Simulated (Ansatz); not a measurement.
# How many bands does the GW gap of ZrSe2/ZrSe2 (1T multilayer) need?

Aim: see how the G0W0 gap of ZrSe2/ZrSe2 (1T multilayer) on LDA moves with empty bands and screening cutoff, and what each rung costs.

Program: Ansatz 0.2.0. Level of theory: G0W0 on LDA, plane waves, PAW. Results are calculated unless marked as measured.

### Step 1. Starting point

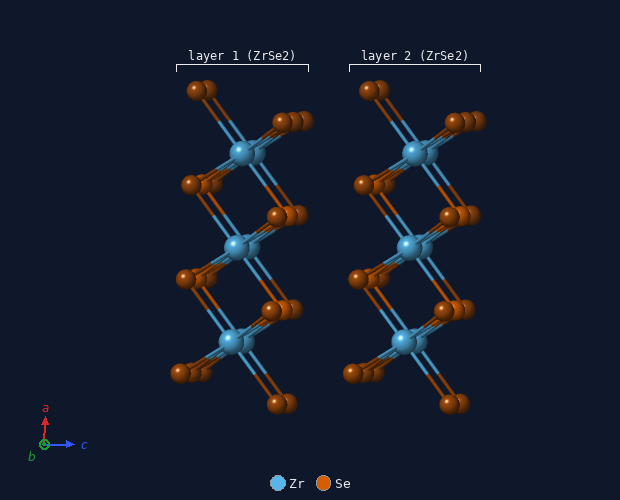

The starting structure, seen from the side, with the c axis across the page (zirconium blue, selenium orange). 2×1×1 cells are drawn. Some periodic images of atoms are drawn too.

The cell holds 6 atoms: 2 Zr and 4 Se. Its edges and angles: a = 3.712 Å, b = 3.712 Å, c = 41.400 Å, α = 90.0°, β = 90.0°, γ = 120.0°. Regions: layer 1 (ZrSe2), 3 atoms (1 Zr and 2 Se); layer 2 (ZrSe2), 3 atoms (1 Zr and 2 Se). Vacuum lies along c.

The structure was relaxed with LDA. The runs that relaxed it are not among those shown. The default PAW set here is soft_2. Its files were made with PBE. The Coulomb interaction is cut off across the vacuum.

### Step 2. 242 empty bands, screening to 36 eV

Now the one-shot GW correction: screening in the RPA, then the self-energy of the levels asked for.

Input file input.yaml:

```yaml
crystal:
  lattice:
    - [3.7124920231, 0.0, 0.0]
    - [-1.8562460115, 3.2151124033, 0.0]
    - [0.0, 0.0, 41.4]
  atoms:
    - { symbol: Zr, position: [0.0, 0.0, 0.4281324749] }
    - { symbol: Se, position: [0.3333333333, 0.6666666667, 0.4661134961] }
    - { symbol: Se, position: [0.6666666667, 0.3333333333, 0.3903370596] }
    - { symbol: Zr, position: [0.0, 0.0, 0.5718675251] }
    - { symbol: Se, position: [0.3333333333, 0.6666666667, 0.6096629404] }
    - { symbol: Se, position: [0.6666666667, 0.3333333333, 0.5338865039] }
  periodic: [true, true, false]
kpoints:
  mp_grid: { grid: [6, 6, 1] }
hamiltonian:
  xc: lda
scf:
  occupations: { method: fixed }
gw:
  n_empty_bands: 242
  ecut_chi: 36
  qp_bands: [v2, c2]
  qp_kpoints: band_edges
  screening: { model: contour_deformation }
```

On the command line:

```console
$ ansatz run input.yaml --threads 4 --pin off --max-ram 17510MiB --backend cpu --events-out ev --progress --plain --runs-dir out
```

Numbers of over 12 decimals in the logs are rounded to 6 here.

What it wrote:

```text
Engine: ansatz 0.2.0, aarch64-unknown-linux-gnu
Pseudopotentials: kind: paw
Pseudopotential: Zr, paw, valence charge 12, recommended cutoff 420 eV (normal), Zr.paw.azcp
Pseudopotential: Se, paw, valence charge 16, recommended cutoff 420 eV (normal), Se.paw.azcp
Functional definition: SPW92
  exchange = slater_x
  correlation = pw_c
Crystal: 6 atoms, lattice volume = 494.154 Å³
Basis set: ecut = 420 eV, 9715 PW (Γ)
Bands: 53, of which v1, the nominal top of the filled ones, is band 44 counted from 1 (43 counted from 0)
Symmetry: 12 space group operations
Space group: P-3m1 (ITA 164), of the structure as read, at distance tolerance 7.9e-5 Å
k-points: 7 of 36
Non-local potential: Zr, projectors of the file, l = 0: 3, l = 1: 2, l = 2: 2, l = 3: 2
Non-local potential: Se, projectors of the file, l = 0: 2, l = 1: 2, l = 2: 3, l = 3: 1
PAW form: soft (Blöchl's): semilocal exchange-correlation on the pseudo side does not see the compensation charge
PAW frozen core: Zr, regenerated for the run's functional, and the local potential with it (the file was generated under x = pbe(κ = 0.804, μ = 0.219515), c = pbe(β = 0.066725))
PAW frozen core: Se, regenerated for the run's functional, and the local potential with it (the file was generated under x = pbe(κ = 0.804, μ = 0.219515), c = pbe(β = 0.066725))
PAW one-centre angular grid: Zr, 590 points (default); XC on 64 Gauss nodes
PAW one-centre angular grid: Se, 590 points (default); XC on 64 Gauss nodes
Initial density: superposition of atomic densities (neutral atoms: chi_scale 0, normalization atom), corrected by the library's trained network
Initial wavefunctions: pseudopotential atomic-orbital guess
Functional: x = slater, c = lda
SCF iter   1: F=—  HF=-29695.842466 eV  |F-HF|=—  |Δ(HF+E_count)|=         —  Δρ=2.56e-3  dr2=3.02e-2  ethr=1.77e-3  ⟨swp⟩=5.9  Hψ=1362  notcnv=0  defer=46
preconditioner: auto → Resta (q_TF=auto, 2.046 Å⁻¹)  ε∞=2.5  [insulator: Δε(μ)=0.182 eV  Ē_g=7.846 eV  n_scr=80 (ndim 8)  ℏωp=9.4 eV  f_vac=0.699  ε∞_Penn≈2.5  vacuum switching on, ρ_ref=4.5e-3 e/Å³]
SCF iter   2: F=—  HF=-29695.839322 eV  |F-HF|=—  |Δ(HF+E_count)|=   3.14e-3  Δρ=1.47e-3  dr2=3.43e-2  ethr=3.44e-5  ⟨swp⟩=3.9  Hψ=881  notcnv=0  defer=49
SCF iter   3: F=—  HF=-29695.837106 eV  |F-HF|=—  |Δ(HF+E_count)|=   2.22e-3  Δρ=9.57e-4  dr2=1.08e-2  ethr=3.44e-5  ⟨swp⟩=3.0  Hψ=502  notcnv=0  defer=49
SCF iter   4: F=—  HF=-29695.836436 eV  |F-HF|=—  |Δ(HF+E_count)|=   6.70e-4  Δρ=4.21e-4  dr2=1.40e-3  ethr=1.23e-5  ⟨swp⟩=2.7  Hψ=480  notcnv=0  defer=49
SCF iter   5: F=—  HF=-29695.836374 eV  |F-HF|=—  |Δ(HF+E_count)|=   6.13e-5  Δρ=1.38e-4  dr2=2.91e-4  ethr=1.59e-6  ⟨swp⟩=2.1  Hψ=479  notcnv=0  defer=47
SCF iter   6: F=—  HF=-29695.836357 eV  |F-HF|=—  |Δ(HF+E_count)|=   1.77e-5  Δρ=2.92e-5  dr2=2.99e-5  ethr=3.31e-7  ⟨swp⟩=3.0  Hψ=540  notcnv=0  defer=47
SCF iter   7: F=—  HF=-29695.836354 eV  |F-HF|=—  |Δ(HF+E_count)|=   2.73e-6  Δρ=8.42e-6  dr2=5.11e-7  ethr=3.40e-8  ⟨swp⟩=3.0  Hψ=548  notcnv=0  defer=47
SCF iter   8: F=—  HF=-29695.836354 eV  |F-HF|=—  |Δ(HF+E_count)|=   3.78e-7  Δρ=2.50e-6  dr2=1.58e-7  ethr=1.14e-10  ⟨swp⟩=21.0  Hψ=1915  notcnv=0
SCF iter   9: F=-29695.836354 eV  HF=-29695.836354 eV  |F-HF|=2.01e-9  |Δ(HF+E_count)|=   4.54e-8  Δρ=4.83e-7  dr2=3.06e-9  ethr=1.14e-10  ⟨swp⟩=2.3  Hψ=699  notcnv=0
SCF 1 converged in 9 iterations: F = -29695.836354 eV  dr2 = 3.06e-9
  greatest PAW one-centre occupation: 1.000 electrons in one spin orbital (limit 2), on the Se atom at site 5 (counted from 0), in its partial waves of l = 2
NSCF: frozen V_eff on 7 k-points
G₀W₀ screening: q 1/7
[... further progress lines ...]
SCF converged after 9 iterations
Free energy (F): -29695.836354 eV
Harris-Foulkes:  -29695.836354 eV  (|F-HF|=2.01e-9)
Internal energy: -29695.836354 eV  (E = F + TS)
E sigma→0 (E₀):  -29695.836354 eV
Fermi energy:    -5.637432 eV
--- Per-component energies (eV) ---
  E_band       = -3071.531184
  E_kinetic    = 1148.261198
  E_local      = -396093.366083  (includes V_loc(G=0)·N_el)
  E_nonlocal   = -2193.522446
  E_hartree    = 197077.687696
  E_xc         = -738.820121
  E_vxc        = -779.630873  (∫ρ·V_xc dr)
  E_paw        = -13003.512621  (= ΣΔE_a)
  E_vpaw       = 691.327822  (= ΣTr[D̂ρ^β])
  E_aug_tail   = -0.002372  (compensation charges beyond the density's cutoff)
  E_ewald      = 184097.828144
  E_core_change = 9.610251  (= ΣΔE_core)
  E_smearing   = -0.000000  (= −TS)
  E_closure    = 0.000000  (closes the sum)
  Σ components = -29695.836354   (vs F -29695.836354, Δ=0.00e0)
--- Band table (eV; the first three rows and the last of 7) ---
  k-point 0: bands = [... 40 lower, -5.7849, -5.7849, -5.6374, -5.6374, -4.6841, -4.6841, -4.6612, -4.6612, ... 5 higher]
  k-point 1: bands = [... 40 lower, -6.7748, -6.5322, -6.3597, -6.1210, -4.7424, -4.7242, -3.8700, -3.8407, ... 5 higher]
  k-point 2: bands = [... 40 lower, -7.3190, -6.9491, -6.7312, -6.6582, -5.2660, -5.1547, -3.2718, -3.1997, ... 5 higher]
  k-point 6: bands = [... 40 lower, -8.0486, -7.8454, -7.8454, -7.5992, -3.8721, -3.8370, -3.4484, -3.4484, ... 5 higher]
--- G₀W₀: contour deformation, 8 samples at zero and on the imaginary axis and 2 off it, 36 q-points, 242 empty bands' worth ---
  eigenvalues of the whole cell's RPA ε∞ on this k-mesh (on a slab, of 1 + 4πα/V) = 1.2508, 9.2496, 9.2496; static W/v taken at q = 0 is 0.269721
  bands read: the sum over 286 bands ends inside a degenerate multiplet in 1 slot, whose members it reads at an even weight; the widest, k=6: bands 286 to 287 (counted from 1) at 1/2 each
  gw.qp_kpoints: band_edges: 4 of 7 stored k-points solved, in 1 pass; an edge of the gap read off the rows below is read off those points alone
    valence top: of the k-points left out ik 4 came nearest to being solved in a further pass, in band 44 (counted from 1, as in the quasiparticle table): it holds the edge there only if its correction is more favourable than any solved in that band by at least 0.892 eV; those differ by 0.139 eV
    conduction bottom: of the k-points left out ik 5 came nearest to being solved in a further pass, in band 45 (counted from 1, as in the quasiparticle table): it holds the edge there only if its correction is more favourable than any solved in that band by at least 0.858 eV; those differ by 0.146 eV
  `?` marks the rows in doubt; gw_qp.tsv's column doubts and the gw_qp event give each row's grounds
    ik  band        ε_KS         Σx   Σc(E_QP)       V_xc       Z   E_QP_lin       E_QP  E_QP is
     0    43     -5.6374   -17.5723     1.7000   -16.1854  0.7170    -5.3281    -5.3244  root
     0    44     -5.6374   -17.5723     1.7000   -16.1854  0.7170    -5.3281    -5.3244  root
     0    45     -4.6841   -10.6585    -4.6323   -16.2638  0.6964    -3.6076    -3.7111  root ?
     0    46     -4.6841   -10.6585    -4.6323   -16.2638  0.6964    -3.6076    -3.7111  root ?
     1    43     -6.3597   -16.8406     1.4247   -15.7374  0.7071    -6.0425    -6.0382  root
     1    44     -6.1210   -17.0313     1.8650   -15.4119  0.7084    -5.8779    -5.8753  root
     1    45     -4.7424   -10.4129    -4.3946   -15.7186  0.6976    -3.7477    -3.8314  root
     1    46     -4.7242   -10.5384    -4.3473   -15.8021  0.6989    -3.7222    -3.8078  root
     2    43     -6.7312   -17.2930     1.9477   -15.5638  0.7026    -6.5152    -6.5127  root
     2    44     -6.6582   -17.2246     2.0884   -15.3421  0.6994    -6.4542    -6.4523  root
     2    45     -5.2660   -10.1280    -4.0121   -14.9861  0.7057    -4.3587    -4.4201  root
     2    46     -5.1547   -10.3662    -3.9804   -15.2046  0.7045    -4.2293    -4.2968  root
     3    43     -6.9232   -17.1130     2.1785   -15.0934  0.6955    -6.7659    -6.7643  root
     3    44     -6.6706   -17.6115     2.1868   -15.5992  0.7051    -6.4976    -6.4961  root
     3    45     -5.4692   -10.2985    -3.7995   -14.9249  0.7073    -4.5880    -4.6422  root
     3    46     -5.3364   -10.5807    -3.7844   -15.2087  0.7061    -4.4297    -4.4929  root
```

Wall time 1.8 min (4 threads of Arm Neoverse V1, shared host); peak memory 2.1 GiB.

Reading the cycles: dr2 is the Hartree energy of the density residual (eV), the measure of convergence; HF is the Harris–Foulkes estimate of the energy, which meets the free energy F at convergence.

This step gave:

```yaml
bands_summed: 286
plane_waves_in_the_screening_matrix: 227
q_points_in_the_mesh: 36
g0w0_gap_on_the_mesh: 0.6822 eV
k_of_the_valence_top: 0, 0, 0
k_of_the_conduction_bottom: 0, -0.5, 0
starting_gap_on_the_mesh: 0.1683 eV
z_at_the_valence_top: 0.7170
z_at_the_conduction_bottom: 0.7073
least_direct_g0w0_gap_on_the_computed_points: 1.613 eV
```

The gap on the mesh goes from 0.17 eV to 0.68 eV, a correction of +0.51 eV. Between the two edge states, bare exchange in place of the xc potential would open the gap by 6.01 eV, and correlation takes back 5.50 eV.

### Step 3. 588 empty bands, screening to 65 eV

Bands and screening cutoff are moved together, since each hides the error of the other.

Changes to input.yaml since step 2:

```diff
@@ -19,5 +19,6 @@
   occupations: { method: fixed }
+  convergence: { dr2_threshold: 1.0e-10 }
 gw:
-  n_empty_bands: 242
-  ecut_chi: 36
+  n_empty_bands: 588
+  ecut_chi: 65.0
   qp_bands: [v2, c2]
```

What it wrote:

```text
[...]
Crystal: 6 atoms, lattice volume = 494.154 Å³
Basis set: ecut = 420 eV, 9715 PW (Γ)
Bands: 53, of which v1, the nominal top of the filled ones, is band 44 counted from 1 (43 counted from 0)
Symmetry: 12 space group operations
[...]
k-points: 7 of 36
[...]
SCF iter   1: F=—  HF=-29695.842466 eV  |F-HF|=—  |Δ(HF+E_count)|=         —  Δρ=2.56e-3  dr2=3.02e-2  ethr=1.77e-3  ⟨swp⟩=5.9  Hψ=1362  notcnv=0  defer=46
[...]
SCF iter  11: F=-29695.836354 eV  HF=-29695.836354 eV  |F-HF|=7.13e-10  |Δ(HF+E_count)|=  3.27e-11  Δρ=5.62e-8  dr2=3.26e-11  ethr=1.00e-12  ⟨swp⟩=20.7  Hψ=1883  notcnv=0
SCF 1 converged in 11 iterations: F = -29695.836354 eV  dr2 = 3.26e-11
[...]
NSCF: frozen V_eff on 7 k-points
G₀W₀ screening: q 1/7
[... further progress lines ...]
SCF converged after 11 iterations
Free energy (F): -29695.836354 eV
[...]
Internal energy: -29695.836354 eV  (E = F + TS)
E sigma→0 (E₀):  -29695.836354 eV
Fermi energy:    -5.637556 eV
[...]
--- Band table (eV; the first three rows and the last of 7) ---
  k-point 0: bands = [... 40 lower, -5.7850, -5.7850, -5.6376, -5.6376, -4.6842, -4.6842, -4.6614, -4.6614, ... 5 higher]
  k-point 1: bands = [... 40 lower, -6.7749, -6.5323, -6.3598, -6.1211, -4.7426, -4.7244, -3.8701, -3.8408, ... 5 higher]
  k-point 2: bands = [... 40 lower, -7.3191, -6.9492, -6.7314, -6.6583, -5.2662, -5.1549, -3.2720, -3.1998, ... 5 higher]
  k-point 6: bands = [... 40 lower, -8.0487, -7.8456, -7.8456, -7.5993, -3.8723, -3.8371, -3.4486, -3.4486, ... 5 higher]
[...]
0    43     -5.6376   -17.5723     1.3919   -16.1854  0.7094    -5.6326    -5.6326  root
     0    44     -5.6376   -17.5723     1.3919   -16.1854  0.7094    -5.6326    -5.6326  root
     0    45     -4.6842   -10.6585    -4.8590   -16.2638  0.6902    -3.8917    -3.9379  root
     0    46     -4.6842   -10.6585    -4.8590   -16.2638  0.6902    -3.8917    -3.9379  root
     1    43     -6.3598   -16.8406     1.1407   -15.7374  0.7003    -6.3224    -6.3223  root
     1    44     -6.1211   -17.0313     1.5909   -15.4120  0.7010    -6.1496    -6.1495  root
     1    45     -4.7426   -10.4129    -4.6195   -15.7186  0.6918    -4.0192    -4.0563  root
     1    46     -4.7244   -10.5384    -4.5726   -15.8021  0.6930    -3.9954    -4.0333  root
[...]
3    43     -6.9233   -17.1130     1.9249   -15.0934  0.6883    -7.0187    -7.0180  root
     3    44     -6.6708   -17.6115     1.9102   -15.5992  0.6982    -6.7733    -6.7728  root
     3    45     -5.4693   -10.2985    -4.0165   -14.9249  0.7016    -4.8351    -4.8593  root
     3    46     -5.3366   -10.5807    -4.0022   -15.2087  0.7002    -4.6835    -4.7108  root
```

The job ended after 7.9 min (4 threads; peak memory 4.8 GiB).

Numbers from this step:

* bands summed: 632
* plane waves in the screening matrix: 625
* q-points in the mesh: 36
* G0W0 gap on the mesh: 0.7732 eV
* k of the valence top: 0, 0, 0
* k of the conduction bottom: 0, -0.5, 0
* starting gap on the mesh: 0.1683 eV
* Z at the valence top: 0.7094
* Z at the conduction bottom: 0.7016
* least direct G0W0 gap on the computed points: 1.695 eV

Against the run with 6×6×1 mesh, 242 empty bands, screening to 36 eV, the gap moves by +0.09 eV.

### Step 4. Convergence and cost

Times are wall times on 4 threads of Arm Neoverse V1, shared host, good to a factor of about two.

```csv
mesh,files,frequency,bands summed,cutoff (eV),start (eV),G0W0 (eV),time,host memory (GiB)
6×6×1,default PAW,contour deformation,286,36,0.168,0.682,1.8 min,2.1
6×6×1,default PAW,contour deformation,632,65,0.168,0.773,7.9 min,4.8
```

How the two edges are built up, in eV (the quasiparticle level is the starting level plus Σx plus Σc less Vxc):

```csv
run,edge,start,Σx,Σc,Vxc,Z,QP
286 bands,valence top,-5.64,-17.57,1.70,-16.19,0.72,-5.32
286 bands,conduction bottom,-5.47,-10.30,-3.80,-14.92,0.71,-4.64
632 bands,valence top,-5.64,-17.57,1.39,-16.19,0.71,-5.63
632 bands,conduction bottom,-5.47,-10.30,-4.02,-14.92,0.70,-4.86
```

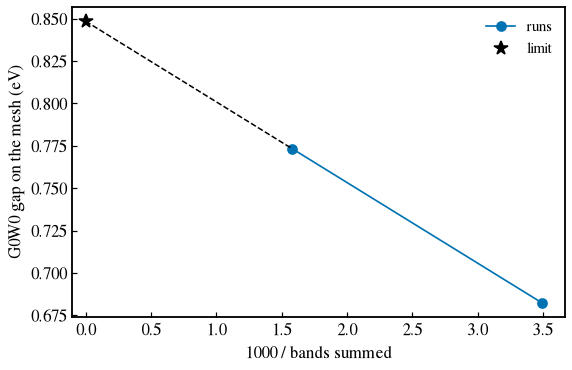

The gap against one over the number of bands; the dashed line carries the two highest rungs to the limit.

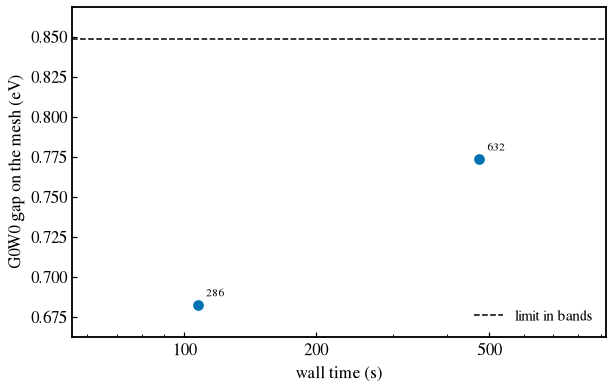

Result against wall time.

### Step 5. What came out

```
286 bands, 36 eV                    : 0.682 eV
632 bands, 65 eV                    : 0.773 eV
estimated limit in bands and cutoff : 0.85 eV
mesh and start                      : 6×6×1, LDA
```

**Reading.** A line in one over the bands through the two rungs gives 0.85 eV, +0.08 eV from the top rung; with two points alone it is an unchecked estimate. The rungs stand 0.17 eV (286 bands) and 0.08 eV (632 bands) from it. From 286 to 632 bands the gap moves by +0.09 eV while the time grows 4.4-fold. Σc changes by −0.31 eV at the valence top and −0.22 eV at the conduction bottom, so the levels themselves move more than the gap between them. The mesh in the plane is coarse for a sheet; gap and any exciton binding can still move on denser ones. The many-body steps are scalar-relativistic: spin-orbit coupling is not in them.

[Paths, hosts, dates, memory and timing lines, banners, echoed tables and standing remarks are left out of the program output.]

[Logs are printed without paths, hosts, clocks, repeated set-up lines and the standing remarks that a program may print on its own settings, such as how far it seeks lower states.]

[Runs of the session that timed out or met a known fault of the program may be left out.]

[Cells called generated may have been cut or substituted from an entry of the Crystallography Open Database or the Materials Project.]

[Hosts, paths, dates, database ids (printed as entryN), source tags and the programs' standing remarks are cut or masked in the printed files.]
